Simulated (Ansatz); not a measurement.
Ge

```
CELL_PARAMETERS angstrom
5.14898 0.00000 0.00000
0.00000 5.14898 0.00000
0.00000 0.00000 2.79483
ATOMIC_POSITIONS crystal
Ge 0.00000 0.00000 0.50000
Ge 0.50000 0.50000 0.00000
Ge 0.50000 0.00000 0.25000
Ge 0.00000 0.50000 0.75000
```

Space group I4₁/amd; a structure from a database of computed crystals, not necessarily the ambient phase.

These are results of Ansatz 0.2.0, Kohn-Sham DFT of a periodic cell, r2SCAN0 form with a typed share of exact exchange, Ansatz PAW, not measurements.

### What will maps of the valence pseudo-density and electron localisation function show?

Ge–Ge (2.79 Å): ρ at the midpoint is about 0.26 e/Å³; the ELF reaches about 0.55 near the midpoint.

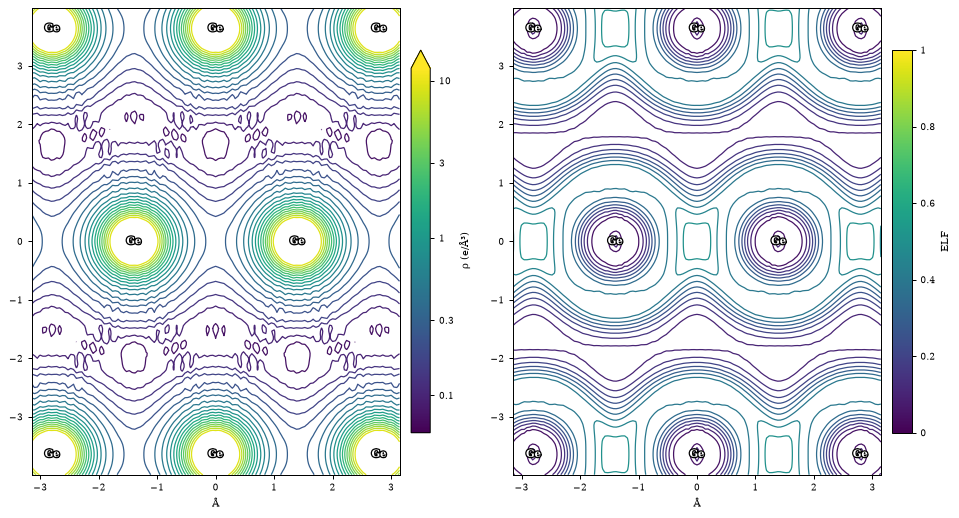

Computed valence pseudo-density and electron localisation function on the (110) plane of the conventional cell, in this order. 

In a PAW calculation such maps are meaningful between the atoms, not at the nuclei.
